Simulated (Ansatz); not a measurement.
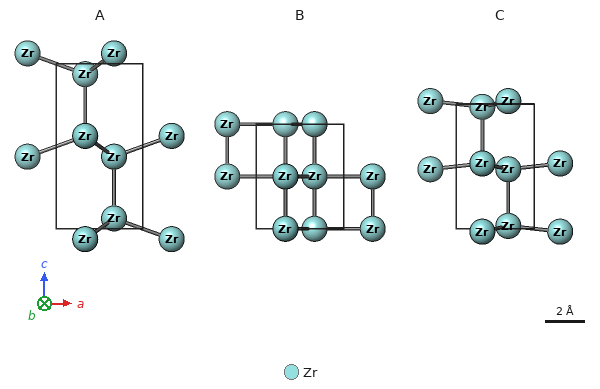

3 geometries from one relaxation of solid Zr (a generated structure, set up in P6_3/mmc), in shuffled order. The picture is a ball-and-stick view of the cell of the calculation, seen along the b axis.

Case: Ge → Zr on all its sites, cell and atoms relaxed.

Computed with DFT r2SCAN, scalar-relativistic, plane waves, PAW (Ansatz). Settings: plane-wave cutoff 500 eV; k-point mesh 12 × 12 × 6; occupations gaussian; smearing width 0.1 eV; no spin polarisation; cell and atoms relaxed; force threshold 0.01 eV/Å; at most 60 steps.

Question: Put them in the order of the run, from the start to the converged end.

Answer: A, C, B. They are steps 0, 5, 13, at +1485 meV per atom, +456 meV per atom relative to the last. After 11 accepted moves (13 points after the start) the energy has fallen by 1485 meV per atom. Largest force component: 0.15 eV/Å at the start, 0.00064 eV/Å at the end. The pressure goes from −5.99 to −0.01 GPa. The line search rejected the trial step at point 9 of the run. At 1 point the geometry stayed and the basis and grid were re-selected for the new cell (energy shift of 1.6 meV per atom at most each time). The largest moves relative to the cell, 0.34 Å, are those of Zr atoms. Cell: a = b 5.168 → 5.213 Å (+0.9 %), c 8.540 → 5.413 Å (−36.6 %). Volume −35.5 %. Among the contacts that change: Zr–Zr 5.346 → 2.706 Å, Zr–Zr 3.194 → 2.706 Å, Zr–Zr 3.172 → 3.010 Å. New bonds form, among them: Zr–Zr (5.35 → 2.71 Å). Among the angles between lasting bonds that change: Zr–Zr–Zr 109.8° → 90.0°, Zr–Zr–Zr 109.1° → 120.0°. The space group (tolerance 0.01 Å) goes from P6_3/mmc (No. 194) to P6/mmm (No. 191). Cost: 17 min on 1 thread of Arm Neoverse V1, with other jobs on the host, peak memory 1.1 GiB.
